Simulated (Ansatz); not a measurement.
**Two runs on CdTe**

System: CdTe (F-43m, 2 atoms in the cell).
Method of run A: Kohn-Sham DFT of a periodic cell, rPW86-PBE with rVV10, Ansatz PAW, no spin polarisation (Ansatz 0.2.0).

The structure derives from an entry of the Crystallography Open Database. Text and figures count atoms from 1; the logs count them from 0 in places.

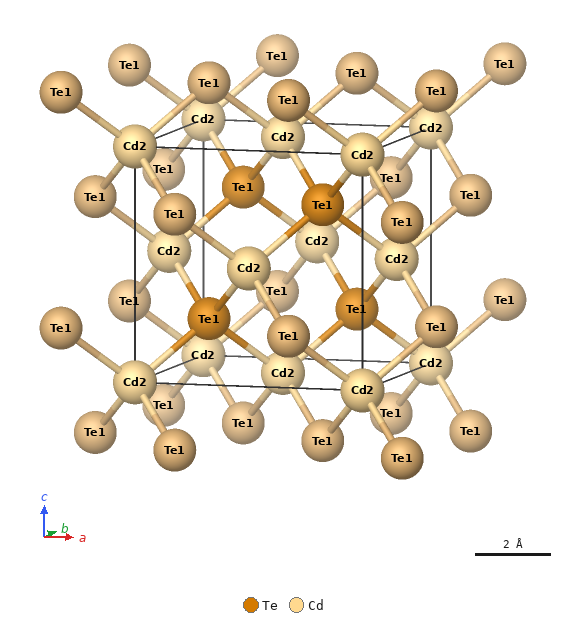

Figure 1. The structure as given in the input (ball-and-stick view of the cell 4 times as large as that of the calculation, set on its symmetry axes, seen slightly off an axis; neighbours outside the cell are drawn fainter; atoms are numbered from 1 in the order of the input). Near neighbours in the crystal (not all of them lie inside the picture): Te has 4 Cd at 2.78 Å; Cd has 4 Te at 2.78 Å.

**Input file, run A**
```yaml
crystal:
  lattice:
    - [0.0, 3.205, 3.205]
    - [3.205, 0.0, 3.205]
    - [3.205, 3.205, 0.0]
  atoms:
    - { symbol: Te, position: [0.75, 0.75, 0.75] }
    - { symbol: Cd, position: [0.0, 0.0, 0.0] }
hamiltonian:
  xc: { exchange: rpw86, correlation: pbe }
  pseudopotentials: { kind: paw }
  dispersion: rvv10
kpoints:
  mp_grid: { grid: [7, 7, 7] }
scf:
  occupations: { method: fermi_dirac, width: 0.05 }
output:
  forces: true
  stress: true
relax:
  f_tol: 0.01
  max_steps: 40
  cell: { stress_tol: 0.05 }
```

Command:
```bash
ansatz run input.yaml --threads 2 --pin off --max-ram 5120MiB --backend cpu --events-out ev --progress --plain --runs-dir out
```

Hardware: 2 threads of Arm Neoverse V1, 24 GiB of memory available, shared host.

**Output, shortened to warnings, some set-up lines, iterations and results (run A)**
```
Basis set: ecut = 420 eV, 1243 PW (Γ), exchange–correlation on 72×72×72 points (8 copies of the dense FFT grid, shifted against one another)
Symmetry: 24 space group operations
k-points: 20 of 343 (time reversal used)
Initial density: superposition of atomic densities (neutral atoms: chi_scale 0, normalization atom), corrected by the library's trained network
[...]
SCF iter   1: F=—  HF=-15324.214223 eV  |F-HF|=—  |Δ(HF+E_count)|=         —  Δρ=5.64e-3  dr2=2.95e-2  ethr=1.77e-3  ⟨swp⟩=6.0  Hψ=2074  notcnv=0
SCF iter   2: F=—  HF=-15324.202280 eV  |F-HF|=—  |Δ(HF+E_count)|=   1.19e-2  Δρ=1.26e-3  dr2=8.29e-4  ethr=8.19e-5  ⟨swp⟩=2.0  Hψ=859  notcnv=0
SCF iter   3: F=—  HF=-15324.202169 eV  |F-HF|=—  |Δ(HF+E_count)|=   1.12e-4  Δρ=5.95e-4  dr2=1.67e-4  ethr=2.30e-6  ⟨swp⟩=2.0  Hψ=542  notcnv=0
SCF iter   4: F=—  HF=-15324.202174 eV  |F-HF|=—  |Δ(HF+E_count)|=   5.61e-6  Δρ=2.58e-4  dr2=4.68e-5  ethr=4.64e-7  ⟨swp⟩=3.1  Hψ=789  notcnv=0
SCF iter   5: F=—  HF=-15324.202168 eV  |F-HF|=—  |Δ(HF+E_count)|=   5.85e-6  Δρ=4.99e-5  dr2=6.41e-7  ethr=1.30e-7  ⟨swp⟩=2.0  Hψ=600  notcnv=0
[... 28 lines ...]
SCF iter   5: F=—  HF=-15324.288634 eV  |F-HF|=—  |Δ(HF+E_count)|=   5.57e-8  Δρ=2.74e-6  dr2=1.22e-9  ethr=6.14e-11  ⟨swp⟩=2.0  Hψ=600  notcnv=0
SCF iter   6: F=—  HF=-15324.288634 eV  |F-HF|=—  |Δ(HF+E_count)|=   7.19e-9  Δρ=4.34e-7  dr2=3.17e-11  ethr=3.39e-12  ⟨swp⟩=2.4  Hψ=656  notcnv=0
SCF iter   7: F=-15324.288634 eV  HF=-15324.288634 eV  |F-HF|=0.00e0  |Δ(HF+E_count)|=  1.56e-10  Δρ=5.60e-8  dr2=1.41e-12  ethr=1.00e-12  ⟨swp⟩=6.0  Hψ=1889  notcnv=0
SCF 5 converged in 7 iterations: F = -15324.288634 eV  dr2 = 1.41e-12
relax step   5: F+E_penalty+E_count = -15324.28863365 eV  Δ(F+E_penalty+E_count) = -2.696e-3 eV  max|allowed force component| = 4.337e-17 eV/Å  Δτ_max = 0.0000 Å  P = +0.003 …
basis re-selected at this cell: Δ(F+E_penalty+E_count) = -2.696e-3 eV, ΔP = -0.023 GPa vs the last step (what re-selecting the basis moved, of the pressure what is left beyond the Pulay correction that the steps carried, after the strain that the cell walked since its last selection, with what the …
SCF converged after 7 iterations
Free energy (F): -15324.288634 eV
Harris-Foulkes:  -15324.288634 eV  (|F-HF|=0.00e0)
Internal energy: -15324.288473 eV  (E = F + TS)
E sigma→0 (E₀):  -15324.288553 eV
Entropy (-TS):   -0.000161 eV (-0.080 meV/atom)
Fermi energy:    6.825405 eV
--- Per-component energies (eV) ---
  E_band       = -816.438174
  E_kinetic    = 685.131252
  E_local      = -5541.769689  (includes V_loc(G=0)·N_el)
  E_nonlocal   = -288.194363
  E_hartree    = 2784.532443
  E_xc         = -293.654773
  E_vxc        = -323.731535  (∫ρ·V_xc dr)
  E_paw        = -8841.081060  (= ΣΔE_a)
  E_vpaw       = -916.938758  (= ΣTr[D̂ρ^β])
  E_aug_tail   = -0.000073  (compensation charges beyond the density's cutoff)
  E_ewald      = -3828.940654
  E_core_change = -0.311555  (= ΣΔE_core)
  E_smearing   = -0.000161  (= −TS)
  E_closure    = 0.000000  (closes the sum)
  Σ components = -15324.288634   (vs F -15324.288634, Δ=0.00e0)
--- Forces (eV/Å), atoms counted from 1 ---
  atom   1  Te     0.00000000    -0.00000000    -0.00000000
  atom   2  Cd    -0.00000000     0.00000000     0.00000000
  max |Σ_I F_I| component: 7.05e-17 eV/Å
--- Stress (GPa, compression-positive) ---
        0.003468      -0.000000      -0.000000
       -0.000000       0.003468       0.000000
       -0.000000       0.000000       0.003468
  P = ⅓ Tr σ = 0.0035 GPa (0.035 kbar)
--- Relaxed structure (4 steps of the walk, 4 accepted, 1 SCFs on fresh bases) ---
  F+E_penalty+E_count = -15324.28863365 eV   max|allowed force component| = 4.337e-17 eV/Å   (the final SCF, on the basis selected at the relaxed cell)
  cell:  # Å, volume = 72.5494 Å³
    - [2.4457785757898824e-33, 3.310304294728841, 3.310304294728841]
    - [3.310304294728841, 7.32459729728741e-33, 3.310304294728841]
    - [3.310304294728841, 3.310304294728841, 6.58576835251755e-33]
  atoms:
    - { symbol: Te, position: [0.75, 0.75, 0.75] }
    - { symbol: Cd, position: [9.61462686745578e-34, -8.26256996421981e-34, -1.1567597949907736e-33] }
```

The input of run B differs as follows (lines with − go, lines with + come):
```diff
-  xc: { exchange: rpw86, correlation: pbe }
+  xc: { exchange: pbe, correlation: none }
-  dispersion: rvv10
```

What does this change do to the results?

The total energies belong to different models, so their difference says nothing on which is more stable or more accurate. The volume per atom goes from 36.27 to 43.67 Å³. The SCF takes 44 iterations over all geometry steps against 28.

**Output, shortened to warnings, some set-up lines, iterations and results (run B)**
```
Basis set: ecut = 420 eV, 1243 PW (Γ), exchange–correlation on 64×64×64 points (8 copies of the dense FFT grid, shifted against one another)
Symmetry: 24 space group operations
k-points: 20 of 343 (time reversal used)
Initial density: superposition of atomic densities (neutral atoms: chi_scale 0, normalization atom), corrected by the library's trained network
[...]
SCF iter   1: F=—  HF=-15088.740136 eV  |F-HF|=—  |Δ(HF+E_count)|=         —  Δρ=7.57e-3  dr2=2.63e-2  ethr=1.77e-3  ⟨swp⟩=6.1  Hψ=2096  notcnv=0
SCF iter   2: F=—  HF=-15088.729385 eV  |F-HF|=—  |Δ(HF+E_count)|=   1.08e-2  Δρ=1.86e-3  dr2=1.83e-3  ethr=7.32e-5  ⟨swp⟩=2.2  Hψ=1025  notcnv=0
SCF iter   3: F=—  HF=-15088.728924 eV  |F-HF|=—  |Δ(HF+E_count)|=   4.61e-4  Δρ=7.13e-4  dr2=1.58e-4  ethr=5.08e-6  ⟨swp⟩=2.0  Hψ=771  notcnv=0
SCF iter   4: F=—  HF=-15088.728952 eV  |F-HF|=—  |Δ(HF+E_count)|=   2.85e-5  Δρ=2.89e-4  dr2=2.32e-5  ethr=4.40e-7  ⟨swp⟩=2.0  Hψ=604  notcnv=0
SCF iter   5: F=—  HF=-15088.728952 eV  |F-HF|=—  |Δ(HF+E_count)|=   5.65e-7  Δρ=3.50e-5  dr2=3.81e-7  ethr=6.45e-8  ⟨swp⟩=2.0  Hψ=620  notcnv=0
[... 50 lines ...]
SCF iter   4: F=—  HF=-15089.315507 eV  |F-HF|=—  |Δ(HF+E_count)|=   4.86e-6  Δρ=1.41e-6  dr2=1.42e-9  ethr=1.04e-11  ⟨swp⟩=3.0  Hψ=868  notcnv=0
SCF iter   5: F=—  HF=-15089.315507 eV  |F-HF|=—  |Δ(HF+E_count)|=   1.40e-7  Δρ=4.09e-7  dr2=5.94e-11  ethr=3.95e-12  ⟨swp⟩=2.0  Hψ=605  notcnv=0
SCF iter   6: F=-15089.315507 eV  HF=-15089.315507 eV  |F-HF|=1.10e-9  |Δ(HF+E_count)|=   1.82e-8  Δρ=1.07e-7  dr2=2.91e-12  ethr=1.00e-12  ⟨swp⟩=6.8  Hψ=1903  notcnv=0
SCF 8 converged in 6 iterations: F = -15089.315507 eV  dr2 = 2.91e-12
relax step   8: F+E_penalty+E_count = -15089.31550744 eV  Δ(F+E_penalty+E_count) = -9.296e-5 eV  max|allowed force component| = 2.978e-17 eV/Å  Δτ_max = 0.0000 Å  P = +0.027 …
basis re-selected at this cell: Δ(F+E_penalty+E_count) = -9.296e-5 eV, ΔP = -0.000 GPa vs the last step (what re-selecting the basis moved, of the pressure what is left beyond the Pulay correction that the steps carried, after the strain that the cell walked since its last selection, with what the …
SCF converged after 6 iterations
Free energy (F): -15089.315507 eV
Harris-Foulkes:  -15089.315507 eV  (|F-HF|=1.10e-9)
Internal energy: -15089.314360 eV  (E = F + TS)
E sigma→0 (E₀):  -15089.314934 eV
Entropy (-TS):   -0.001147 eV (-0.574 meV/atom)
Fermi energy:    5.834009 eV
--- Per-component energies (eV) ---
  E_band       = -829.797710
  E_kinetic    = 682.671933
  E_local      = -5929.779686  (includes V_loc(G=0)·N_el)
  E_nonlocal   = -289.157318
  E_hartree    = 2944.257959
  E_xc         = -274.192963
  E_vxc        = -295.415096  (∫ρ·V_xc dr)
  E_paw        = -8624.092446  (= ΣΔE_a)
  E_vpaw       = -886.633391  (= ΣTr[D̂ρ^β])
  E_aug_tail   = -0.000183  (compensation charges beyond the density's cutoff)
  E_ewald      = -3599.257823
  E_core_change = 0.236168  (= ΣΔE_core)
  E_smearing   = -0.001147  (= −TS)
  E_closure    = -0.000000  (closes the sum)
  Σ components = -15089.315507   (vs F -15089.315507, Δ=0.00e0)
--- Forces (eV/Å), atoms counted from 1 ---
  atom   1  Te     0.00000000    -0.00000000     0.00000000
  atom   2  Cd    -0.00000000     0.00000000     0.00000000
  max |Σ_I F_I| component: 5.15e-17 eV/Å
--- Stress (GPa, compression-positive) ---
        0.026758      -0.000000      -0.000000
       -0.000000       0.026758      -0.000000
       -0.000000       0.000000       0.026758
  P = ⅓ Tr σ = 0.0268 GPa (0.268 kbar)
--- Relaxed structure (6 steps of the walk, 6 accepted, 2 SCFs on fresh bases) ---
  F+E_penalty+E_count = -15089.31550744 eV   max|allowed force component| = 2.978e-17 eV/Å   (the final SCF, on the basis selected at the relaxed cell)
  cell:  # Å, volume = 87.3435 Å³
    - [-8.744356426628289e-33, 3.5215478612853857, 3.5215478612853857]
    - [3.5215478612853857, -1.1696775440544419e-32, 3.5215478612853857]
    - [3.5215478612853857, 3.5215478612853857, 2.1371596521570537e-33]
  atoms:
    - { symbol: Te, position: [0.75, 0.75, 0.75] }
    - { symbol: Cd, position: [-6.885474970183236e-36, 4.2877730496140685e-34, -6.691429766478013e-34] }
```

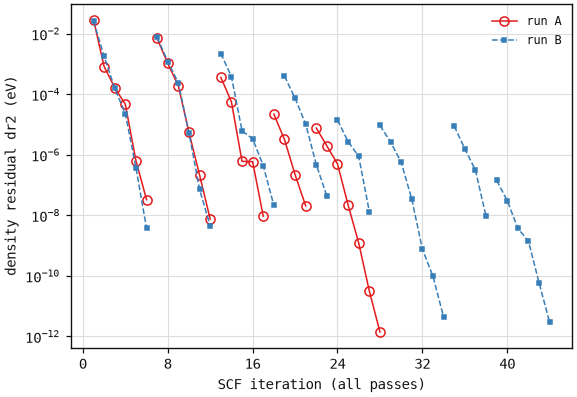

Figure 2. Convergence of the two runs: density residual dr2 against the SCF iteration. A break in a curve parts two SCF passes. Run A takes 28 iterations in all, and run B takes 44.

**The two runs side by side**

| quantity | run A | run B |
| --- | --- | --- |
| outcome | converged | converged |
| free energy per atom (eV) | −7662.1443 | −7544.6578 |
| energy per atom, smearing taken to zero (eV) | −7662.1443 | −7544.6575 |
| pressure (GPa) | 0.00 | 0.03 |
| volume per atom (Å³) | 36.27 | 43.67 |
| largest force (eV/Å) | 0.000 | 0.000 |
| SCF iterations | 28 | 44 |
| irreducible k-points | 20 | 20 |
| wall time (shared host) | 11 s | 13 s |

For both runs: Points of doubt noted for this run: forces on files of another functional.
